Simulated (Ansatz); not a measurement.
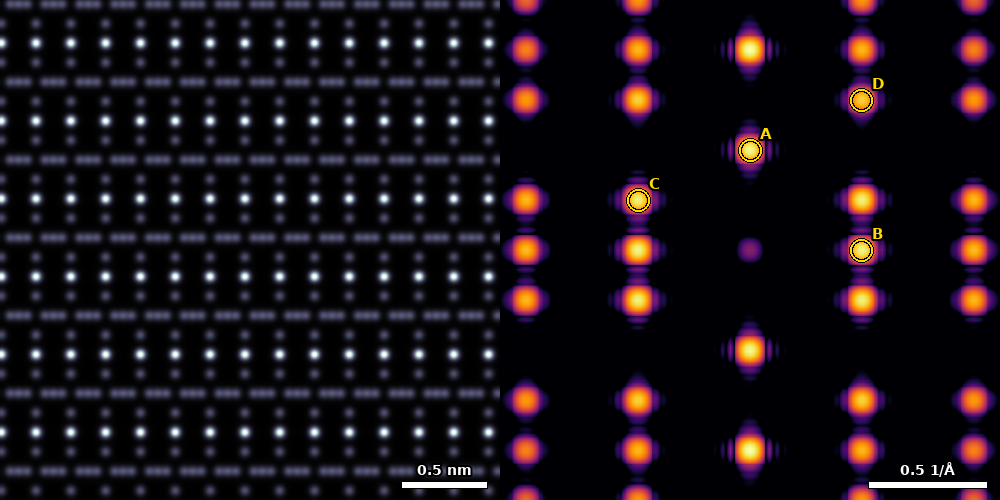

Z-contrast image of a crystal. Simulated incoherent Z contrast: every atom adds Z^1.8 spread by a probe of 0.50 Å full width; channelling and multiple scattering are left out. The probe carries 15 % of its weight in a tail 2.5 times as wide.

The right panel is the modulus of the image's Fourier transform on a logarithmic scale.

Which lattice spacings do the marked spots stand for, and what angle do A and B enclose?

A: 2.3 Å, B: 2.1 Å, C: 1.9 Å, D: 1.2 Å; A and B enclose about 90°.

The crystal is Cu (Pm-3n, No. 223) along [210]; the spots are (0 0 -2), (1 -2 0), (-1 2 -1) and (1 -2 -3). Model: the end point of a relaxation with DFT, RPBE, plane waves (420 eV) with PAW, scalar-relativistic in Ansatz; the starting structure was generated, so it need not be a known form of this composition.
